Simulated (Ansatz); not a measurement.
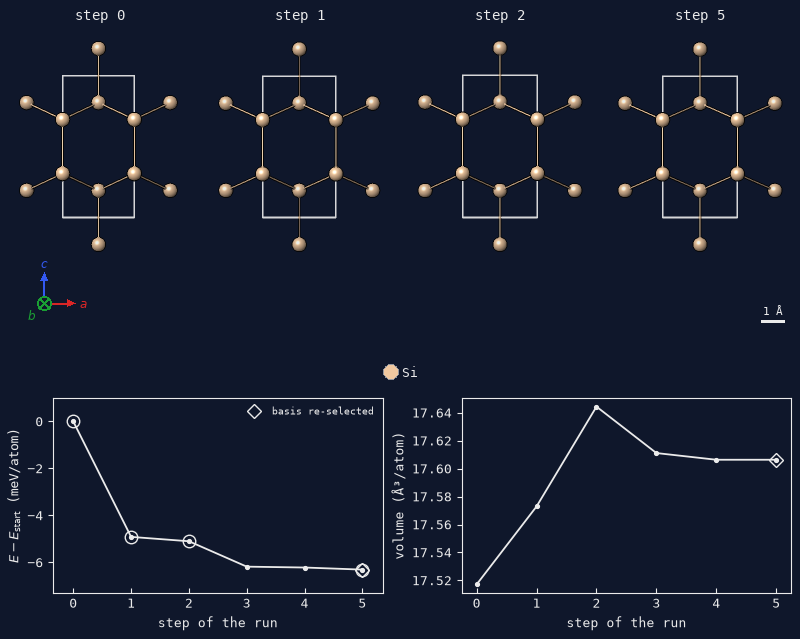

Frames of a relaxation of a crystal of Si (a generated structure, set up in Immm), marked on the history of the run. The picture is a ball-and-stick view of the conventional cell (2 times the calculation's cell), seen along the b axis. Lengths and directions refer to the drawn axes.

The calculation used DFT PBE, scalar-relativistic, plane waves, PAW in Ansatz. Set-up: plane-wave cutoff 420 eV; k-point mesh 24 × 24 × 24; occupations gaussian; smearing width 0.1 eV; no spin polarisation; cell and atoms relaxed; force threshold 0.01 eV/Å; at most 80 steps.

> What happens along the run?

After 4 accepted moves (5 points after the start) the energy has fallen by 6.3 meV per atom. The largest force component goes from 0.03 to 0.0013 eV/Å. The pressure goes from 0.10 to 0.01 GPa. At 1 point the geometry stayed and the basis and grid were re-selected for the new cell (energy shift of 0.1 meV per atom at most each time). The largest moves relative to the cell, 0.005 Å, are those of Si atoms. The volume changes by +0.5 %, with a 3.144 → 3.280 Å (+4.3 %), b 3.585 → 3.470 Å (−3.2 %), c 6.216 → 6.187 Å (−0.5 %). Among the angles between lasting bonds that change: Si–Si–Si 78.1° → 82.2°, Si–Si–Si 91.8° → 88.1°. The space group stays Immm (No. 71). From step 0 to 1: volume +0.3 %, energy −4.9 meV per atom. From step 1 to 2: volume +0.4 %, energy −0.2 meV per atom. From step 2 to 5: volume −0.2 %, energy −1.2 meV per atom.

| step | E − E(0), meV/atom | largest force component, eV/Å | pressure, GPa | volume, Å³/atom | note |
| --- | --- | --- | --- | --- | --- |
| 0 | 0.00 | 0.0297 | 0.10 | 17.517 |  |
| 1 | -4.91 | 0.0091 | -0.01 | 17.573 |  |
| 2 | -5.10 | 0.1110 | 0.00 | 17.644 |  |
| 3 | -6.18 | 0.0193 | -0.03 | 17.611 |  |
| 4 | -6.22 | 0.0013 | 0.00 | 17.606 |  |
| 5 | -6.31 | 0.0013 | 0.01 | 17.606 | same geometry, new basis |
